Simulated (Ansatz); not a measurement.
**GW calculation, with input and output: LiH**

- system: LiH (2 atoms in the cell)
- method: DFT, PBE, plane waves, PAW, no spin polarisation (Ansatz 0.2.0)

The structure was built on a prototype by a generator. The geometry comes from this level: r2SCAN. It belongs to a series of runs on one base structure; here: G0W0 settings. Figures and captions count atoms from 1; the log counts them from 0 in places.

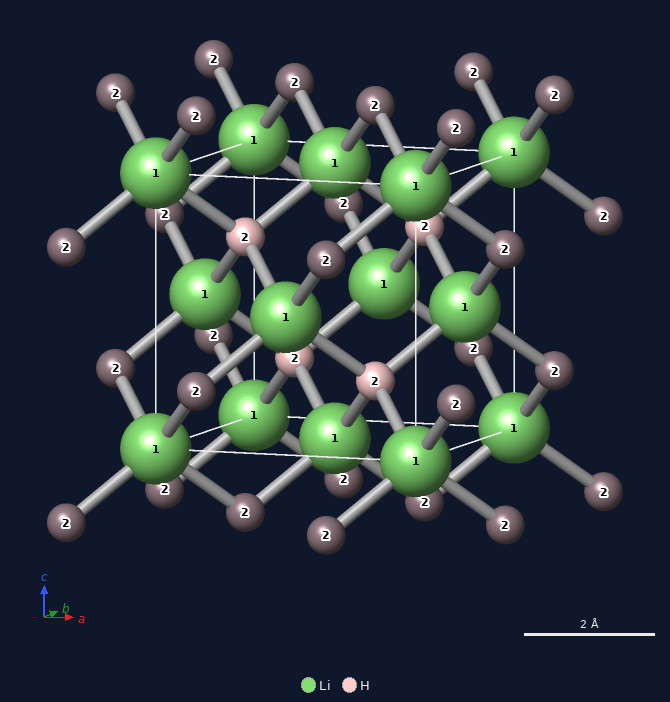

The structure as given in the input (ball-and-stick view of the cell 4 times as large as that of the calculation, set on its symmetry axes, seen slightly off an axis; neighbours outside the cell are drawn fainter; atoms are numbered from 1 in the order of the input). Near neighbours in the crystal (not all of them lie inside the picture): Li has 4 H at 1.86 Å; H has 4 Li at 1.86 Å.

## Input file
```yaml
crystal:
  lattice:
    - [0.0, 2.1451220117, 2.1451220117]
    - [2.1451220117, 0.0, 2.1451220117]
    - [2.1451220117, 2.1451220117, 0.0]
  atoms:
    - { symbol: Li, position: [0.0, 0.0, 0.0] }
    - { symbol: H, position: [0.25, 0.25, 0.25] }
kpoints:
  mp_grid: { grid: [4, 4, 4] }
hamiltonian:
  xc: pbe
scf:
  occupations: { method: fixed }
gw:
  n_empty_bands: 60
  ecut_chi: 80
  qp_bands: [v1, c1]
  qp_kpoints: band_edges
  screening: { model: godby_needs }
  plasmon_pole_fit_frequency: 5
```

Machine: 4 threads of an x86-64 CPU, shared host.

Run as:
```bash
ansatz run input.yaml --threads 4 --pin off --max-ram 3686MiB --backend cpu --events-out ev --progress --plain --runs-dir out
```

## Log
```
Engine: ansatz 0.2.0, x86_64-unknown-linux-gnu
Pseudopotentials: kind: paw
Pseudopotential: Li, paw, valence charge 3, recommended cutoff 420 eV (normal), Li.paw.azcp
Pseudopotential: H, paw, valence charge 1, recommended cutoff 420 eV (normal), H.paw.azcp
Functional definition: PBE
  parameter kappa = 0.804
  parameter beta = 0.06672455060314922
  exchange = pbe_x(kappa = kappa, mu = beta*pi^2/3)
  correlation = pbe_c(beta = beta)
Crystal: 2 atoms, lattice volume = 19.742 Å³
Basis set: ecut = 420 eV, 387 PW (Γ)
Bands: 6, of which v1, the nominal top of the filled ones, is band 2 counted from 1 (1 counted from 0)
Symmetry: 24 space group operations
Space group: F-43m (ITA 216), of the structure as read, at distance tolerance 2.7e-5 Å
k-points: 8 of 64 (time reversal used)
Non-local potential: Li, projectors of the file, l = 0: 3, l = 1: 2, l = 2: 1
Non-local potential: H, projectors of the file, l = 0: 2, l = 1: 1
PAW form: soft (Blöchl's): semilocal exchange-correlation on the pseudo side does not see the compensation charge
PAW one-centre angular grid: Li, 110 points (default); XC on 64 Gauss nodes
PAW one-centre angular grid: H, 110 points (default); XC on 64 Gauss nodes
Initial density: superposition of atomic densities (neutral atoms: chi_scale 0, normalization atom), corrected by the library's trained network
Initial wavefunctions: pseudopotential atomic-orbital guess
Functional: x = pbe(κ = 0.804, μ = 0.2195149727645171), c = pbe(β = 0.06672455060314922)
SCF iter   1: F=—  HF=-221.300544 eV  |F-HF|=—  |Δ(HF+E_count)|=         —  Δρ=2.52e-3  dr2=9.31e-4  ethr=1.77e-3  ⟨swp⟩=3.1  Hψ=322  notcnv=0  defer=8
preconditioner: auto → none  [insulator: Δε(μ)=4.163 eV  Ē_g=12.849 eV  n_scr=0 (ndim 8)  ℏωp=11.8 eV  f_vac=0.000  ε∞_Penn≈1.8]
SCF iter   2: F=—  HF=-221.300258 eV  |F-HF|=—  |Δ(HF+E_count)|=   2.86e-4  Δρ=8.11e-4  dr2=8.83e-5  ethr=2.33e-5  ⟨swp⟩=2.0  Hψ=128  notcnv=0  defer=9
SCF iter   3: F=—  HF=-221.300235 eV  |F-HF|=—  |Δ(HF+E_count)|=   2.30e-5  Δρ=8.95e-5  dr2=8.94e-7  ethr=2.21e-6  ⟨swp⟩=2.9  Hψ=73  notcnv=0  defer=11
iter 4 did not close the SCF: its close was put off for the readings that it lacked (scf_convergence_deferred on its scf_iter line)
SCF iter   4: F=-221.300237 eV  HF=-221.300237 eV  |F-HF|=1.29e-8  |Δ(HF+E_count)|=   1.66e-6  Δρ=6.87e-6  dr2=6.73e-9  ethr=2.23e-8  ⟨swp⟩=2.0  Hψ=56  notcnv=0  defer=13
iter 5 did not close the SCF: its close was put off for the readings that it lacked (scf_convergence_deferred on its scf_iter line)
SCF iter   5: F=-221.300237 eV  HF=-221.300237 eV  |F-HF|=3.95e-10  |Δ(HF+E_count)|=   1.67e-8  Δρ=1.09e-6  dr2=1.53e-10  ethr=1.68e-10  ⟨swp⟩=2.4  Hψ=61  notcnv=0  defer=13
SCF iter   6: F=-221.300237 eV  HF=-221.300237 eV  |F-HF|=4.55e-13  |Δ(HF+E_count)|=  3.56e-10  Δρ=8.09e-8  dr2=5.02e-13  ethr=3.83e-12  ⟨swp⟩=3.0  Hψ=242  notcnv=0
SCF 1 converged in 6 iterations: F = -221.300237 eV  dr2 = 5.02e-13
  greatest PAW one-centre occupation: 1.000 electrons in one spin orbital (limit 2), on the Li atom at site 0 (counted from 0), in its partial waves of l = 0
```

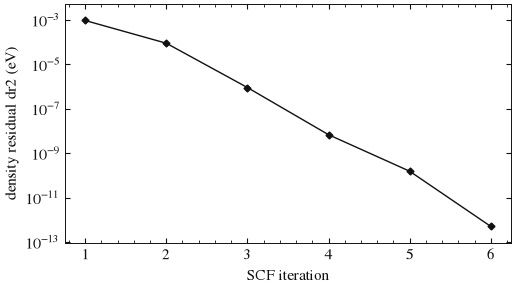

Convergence of the self-consistent field: density residual dr2 against the SCF iteration. The residual falls at every step.

```
NSCF: frozen V_eff on 8 k-points
G₀W₀ screening: q 1/8
G₀W₀ screening: q 2/8 (q-point 5)
G₀W₀ screening: q 3/8 (q-point 6)
G₀W₀ screening: q 4/8 (q-point 2)
G₀W₀ screening: q 5/8 (q-point 4)
G₀W₀ screening: q 6/8 (q-point 8)
G₀W₀ screening: q 7/8 (q-point 3)
G₀W₀ screening: q 8/8 (q-point 7)
G₀W₀ self-energy: k 1/4
G₀W₀ self-energy: k 2/4
G₀W₀ self-energy: k 3/4
G₀W₀ self-energy: k 4/4
NSCF: frozen V_eff on 1 k-points
SCF converged after 6 iterations
Free energy (F): -221.300237 eV
Harris-Foulkes:  -221.300237 eV  (|F-HF|=4.55e-13)
Internal energy: -221.300237 eV  (E = F + TS)
E sigma→0 (E₀):  -221.300237 eV
Fermi energy:    -1.125650 eV
--- Per-component energies (eV) ---
  E_band       = -93.617462
  E_kinetic    = 35.784082
  E_local      = -139.079616  (includes V_loc(G=0)·N_el)
  E_nonlocal   = -31.689939
  E_hartree    = 40.263229
  E_xc         = -19.998594
  E_vxc        = -25.785573  (∫ρ·V_xc dr)
  E_paw        = -21.560959  (= ΣΔE_a)
  E_vpaw       = -13.371672  (= ΣTr[D̂ρ^β])
  E_aug_tail   = -0.001196  (compensation charges beyond the density's cutoff)
  E_ewald      = -85.017244
  E_smearing   = -0.000000  (= −TS)
  E_closure    = -0.000000  (closes the sum)
  Σ components = -221.300237   (vs F -221.300237, Δ=0.00e0)
--- Band table (eV; the first three rows and the last of 8) ---
  k-point 0: bands = ["-44.4594", "-4.8350", "11.9320", "16.1307", "16.1307", "16.1307"]
  k-point 1: bands = ["-44.4481", "-3.8778", "7.2108", "14.4852", "14.4852", "14.6577"]
  k-point 2: bands = ["-44.4367", "-2.1960", "3.0715", "13.9196", "13.9196", "14.9208"]
  k-point 7: bands = ["-44.4294", "-1.1257", "5.2321", "5.7426", "9.8525", "16.9186"]
--- G₀W₀: ω_p = 5.0000 eV, 64 q-points, 60 empty bands' worth ---
  eigenvalues of the whole cell's RPA ε∞ on this k-mesh (on a slab, of 1 + 4πα/V) = 2.8539, 2.8539, 2.8539; static W/v taken at q = 0 is 0.350401
  GN-PPA: 6594/68199 pairs with Re ω̃² < 0 across q-mesh
  bands read: the sum over 62 bands ends inside a degenerate multiplet in 2 slots, whose members it reads at an even weight; the widest, k=0: bands 61 to 63 (counted from 1) at 2/3 each
  gw.qp_kpoints: band_edges: 4 of 8 stored k-points solved, in 1 pass; an edge of the gap read off the rows below is read off those points alone
    valence top: of the k-points left out ik 5 came nearest to being solved in a further pass, in band 2 (counted from 1, as in the quasiparticle table): it holds the edge there only if its correction is more favourable than any solved in that band by at least 1.335 eV; those differ by 0.077 eV
    conduction bottom: of the k-points left out ik 5 came nearest to being solved in a further pass, in band 3 (counted from 1, as in the quasiparticle table): it holds the edge there only if its correction is more favourable than any solved in that band by at least 1.754 eV; those differ by 0.087 eV
    ik  band        ε_KS         Σx   Σc(E_QP)       V_xc       Z   E_QP_lin       E_QP  E_QP is
     2     2     -2.1960   -14.5382     2.8186   -10.3040  0.7378    -3.6496    -3.6115  root
     2     3      3.0715    -3.6722    -3.2399    -7.5580  0.7985     3.7224     3.7173  root
     4     2     -1.8756   -14.4804     2.6812   -10.4101  0.7421    -3.2994    -3.2646  root
     4     3      4.4109    -3.2672    -3.4764    -7.4687  0.7928     5.1431     5.1360  root
     6     2     -1.4776   -14.4655     2.5715   -10.5391  0.7456    -2.8639    -2.8326  root
     6     3      6.0507    -3.2229    -3.5907    -7.5240  0.7922     6.7682     6.7610  root
     7     2     -1.1257   -14.8032     2.5154   -10.9487  0.7481    -2.4940    -2.4647  root
     7     3      5.2321    -2.2230    -3.8174    -6.7734  0.7870     5.9735     5.9652  root
```

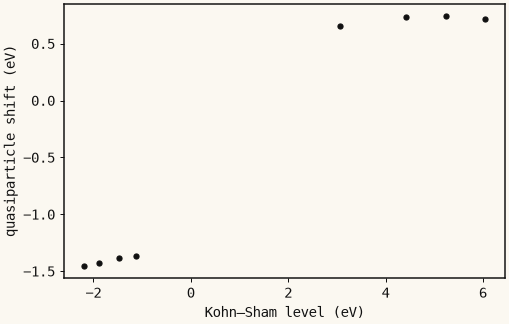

Quasiparticle corrections (linearised) against the Kohn–Sham levels, for the bands and k-points computed. On this mesh the gap goes from 4.20 to 6.18 eV.

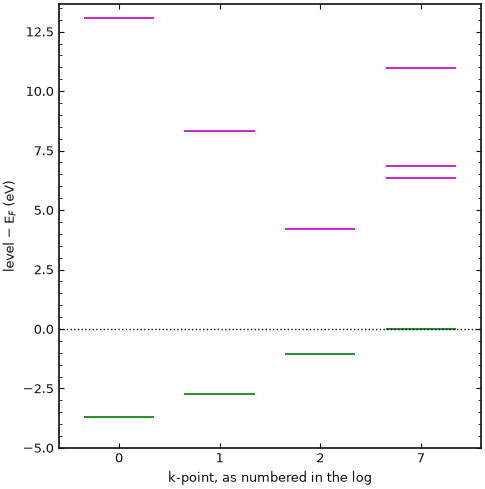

Kohn–Sham levels near the Fermi level (dotted) at the few k-points that the log prints; levels within 0.02 eV of each other stand side by side. Among these points the highest filled and lowest empty levels are 4.20 eV apart, which is the gap on the mesh.

## Summary

```tsv
quantity	value
outcome	converged
space group (tolerance 0.01 Å)	F-43m (216)
electrons treated	4
free energy	−221.3002 eV
Fermi energy	−1.126 eV
gap on the k-point mesh	4.20 eV
quasiparticle gap on the mesh	6.18 eV
wall time	3.4 s (CPU time 4.2 s)
peak memory	0.3 GiB
```

## Notes

Settings chosen away from the usual ones: G0W0 settings. The GW levels are not extrapolated in basis or mesh. The k-point mesh is coarse for a cell of this size, so the results may not be converged.
